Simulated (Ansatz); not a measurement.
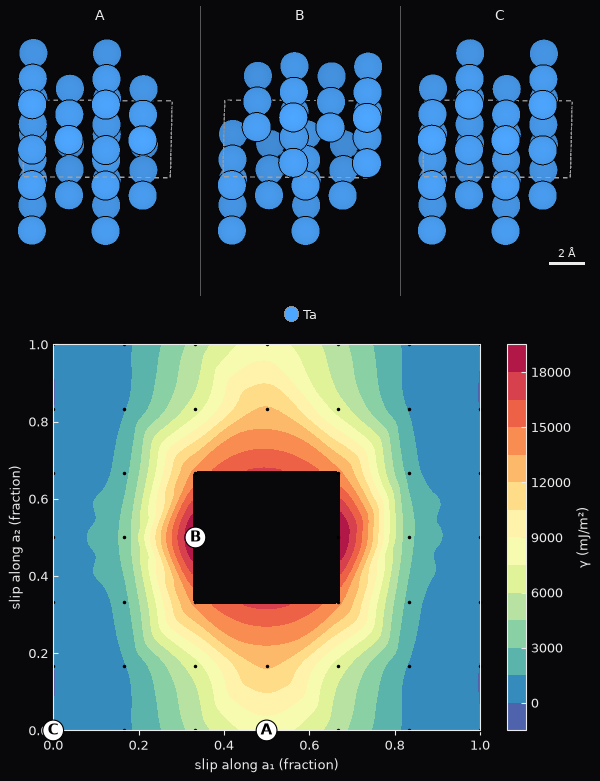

A scan of a crystal of Ta (Fm-3m): the crystal above a cut along the (0 1 1) plane of the conventional cell (between a plane of Ta below and one of Ta above, 1.49 Å apart) is slid rigidly over the whole in-plane cell (a gamma surface). One cut stands in each cell, which starts 9.0 Å high; nothing is relaxed, and the dashed outline marks the cut. The map is interpolated between the computed points (dots). The lettered frames are marked on it. The picture is a spheres-only view of the layers on both sides of the cut, seen obliquely from above.

Computed with DFT PBEsol, scalar-relativistic, plane waves, PAW (Ansatz). Settings: plane-wave cutoff 420 eV; k-point mesh 11 × 16 × 6; occupations gaussian; smearing width 0.15 eV; no spin polarisation. Energies (free energies at the smearing named) are counted from the cell as listed in its source, which wasn't relaxed.

Where is the lowest point of the map, and what else does it tell?

The corners are the perfect crystal. The highest computed fault energy is 19721 mJ/m² at (0.33, 0.50), and the lowest away from the corners −27 mJ/m² at (0.00, 0.17). Relaxation across the fault would lower these values. The frames lie at A (0.500, 0.000): 8019 mJ/m², B (0.333, 0.500): 19721 mJ/m², C (0.000, 0.000): 0 mJ/m².
